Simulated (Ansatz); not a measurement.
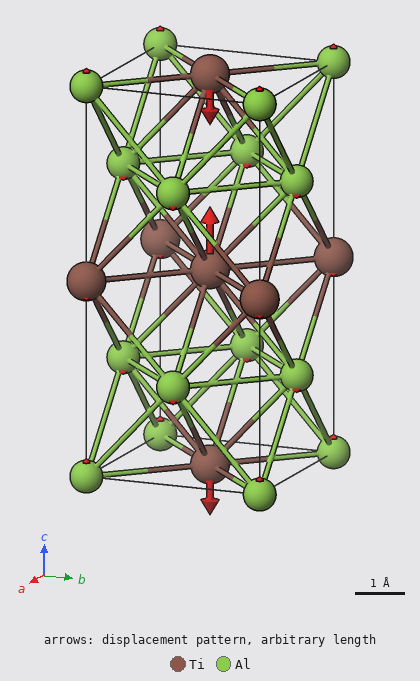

The lowest optical mode of solid Ti3Al5, space group P4/mmm (No. 123), at the zone centre. Displacements are drawn as red arrows; their common scale and sign are arbitrary. Style: ball-and-stick. Shown: the cell of the calculation, slightly off an axis.

These are results of DFT r2SCAN, scalar-relativistic, plane waves, PAW (Ansatz 0.2.0), not measurements. Settings: plane-wave cutoff 500 eV; k-point mesh 10 × 10 × 6; occupations gaussian; smearing width 0.15 eV; no spin polarisation.

### Is the structure stable against all modes at this point?

Yes: this softest mode has a real frequency, and so have all others here. That speaks for this wave vector alone: the rest of the zone wasn't checked in this run. This is the A₂u mode at 130 cm⁻¹, the lowest optical level, infrared-active by symmetry. The Ti (1d) and Al (1a) sublattices move against the Ti (1c) and Al (4i) and Ti (1b) sublattices, along c; the kinetic energy is shared as Ti 98 %, Al 2 %. The crystal is a metal, so free carriers screen the infrared response.
